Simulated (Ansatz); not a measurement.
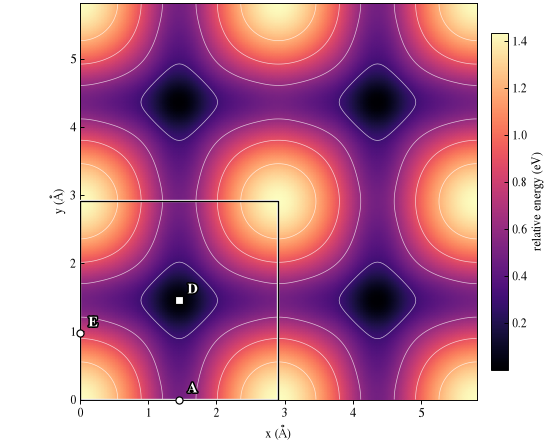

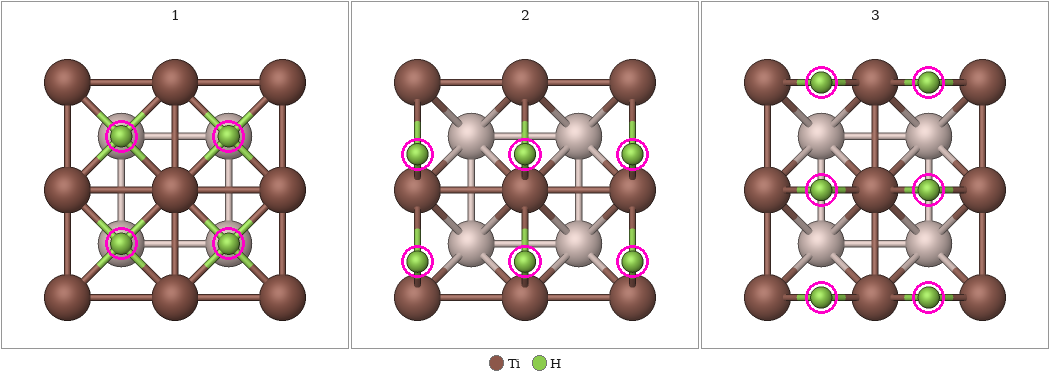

H on a Ti(100) slab cut from the Fm-3m phase, its upper half relaxed before the scan (3 atoms of substrate and one adsorbate in a 1 × 1 cell). 
- H is moved over the surface cell; relaxed at each place: the height of the adsorbate's atoms; substrate rigid; the origin of the map has the adsorbate above Ti3.
- Places are given modulo a cell vector. The map is drawn in real space over the plane of the surface.
- The grid has 6 × 6 points; 10 points were computed and 26 follow by symmetry.
- Energies are in eV, from the lowest grid point.
- With one adsorbate in each 1 × 1 cell, its nearest image is 2.9 Å away, so neighbouring adsorbates interact.
- The calculation used DFT PBE, scalar-relativistic, plane waves, PAW (Ansatz 0.2.0). Settings: cutoff 420 eV, k-mesh 9×9×1, gaussian smearing 0.1 eV, no spin polarisation.

Drawn: a smooth colour map with a few white contour lines, the outline of one cell of the 2 × 2 shown, lettered points. Between grid points the surface is interpolated. The numbered pictures are the structures at these points, in random order. Rings mark the moved atoms.

### Which structure belongs to which point?

A is structure 3: a bridge site between two Ti atoms, (3/6, 0/6) of the cell vectors, 0.49 eV; D is structure 1: a fourfold hollow over a second-layer Ti atom, (3/6, 3/6) of the cell vectors, 0.00 eV; E is structure 2: (0/6, 2/6) of the cell vectors [nearest 1 Ti at 1.75 Å], 0.83 eV.

PAW datasets: the set soft_1.
